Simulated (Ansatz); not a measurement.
Structure data:

```
CELL_PARAMETERS angstrom
2.48735 0.00000 0.00000
-1.24368 2.15411 0.00000
0.00000 0.00000 4.00073
ATOMIC_POSITIONS crystal
Rh 0.66667 0.33333 0.75000
Rh 0.33333 0.66667 0.25000
```

> Work out the structure from the coordinates.

The element is rhodium. The symmetry is that of P6_3/mmc (No. 194), on a primitive hexagonal lattice. The prototype is hexagonal close-packed (Mg type). The cell holds two atoms. Each Rh has twelve Rh in an anticuboctahedral arrangement at 2.46 to 2.49 Å. The bonds build a three-dimensional framework.

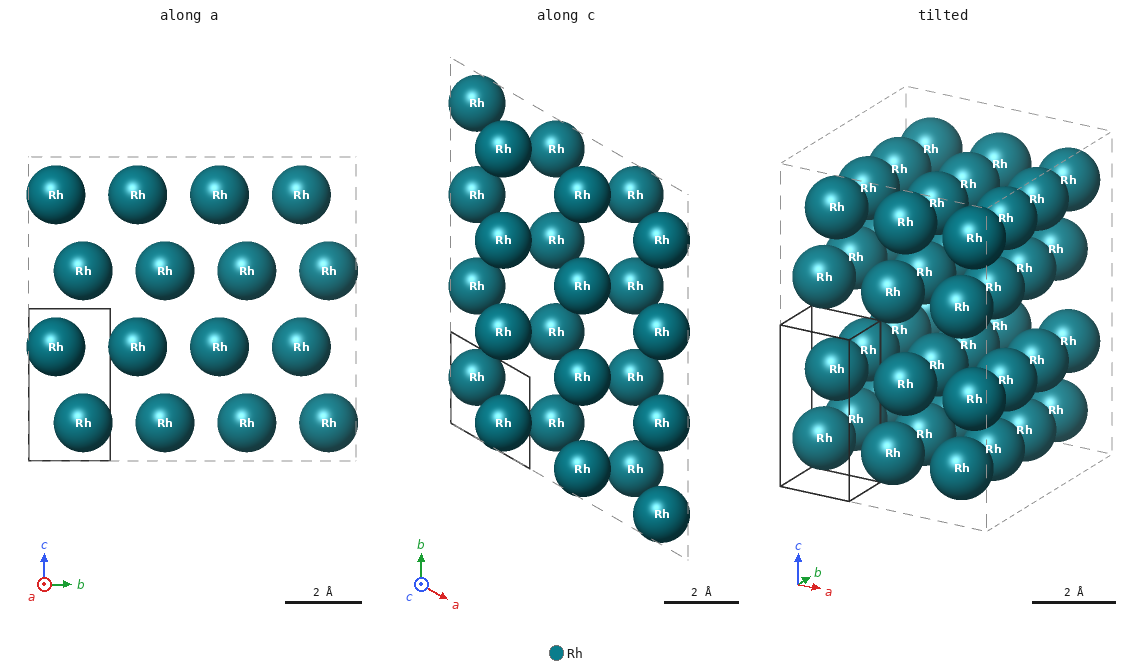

Shown here is a spheres-only view of the crystal, taken along the a axis, along the c axis and slightly off an axis. The picture spans 3×4×2 cells, one conventional unit cell being drawn with solid lines.

Origin of the cell: a structure listed in the Materials Project. The cell was then strained or its atoms displaced on purpose. It went into a calculation with Ansatz.

At this level of theory the run's own cell isn't at rest (compressed, at 132 GPa), so its distances can differ from those at equilibrium, the more so the softer the solid.
